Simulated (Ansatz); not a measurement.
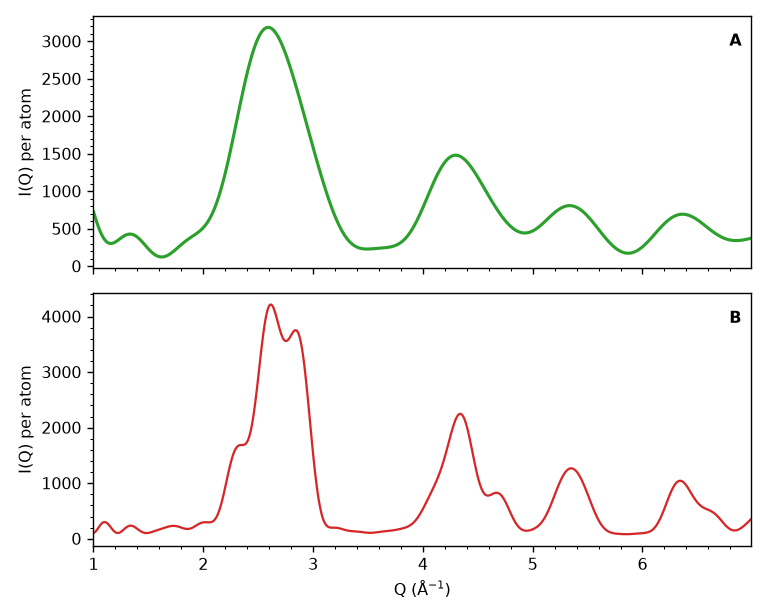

X-ray scattering of spheres cut from the crystal structure of Ag (Pm-3n, a = 5.367 Å, b = 5.367 Å, c = 5.367 Å, α = 90.00°, β = 90.00°, γ = 90.00°), calculated atom by atom with the Debye equation (B = 0.5 Å², no relaxation of the surface). It is based on the input geometry of an electronic-structure calculation (not necessarily at equilibrium); the starting structure was generated, so it need not be a known form of this composition.

### The spheres are 14 and 28 Å across. Which curve is which?

curve A: 14 Å (63 atoms); curve B: 28 Å (601 atoms). Peak widths go roughly as 2π/D, so the largest sphere has the sharpest peaks.

### Index the main peaks of the largest sphere.

Q ≈ 2.61 Å⁻¹: 210; Q ≈ 2.84 Å⁻¹: 211; Q ≈ 4.34 Å⁻¹: 320 + 321; Q ≈ 5.35 Å⁻¹: 420 + 421; Q ≈ 6.34 Å⁻¹: 520/432 + 521.
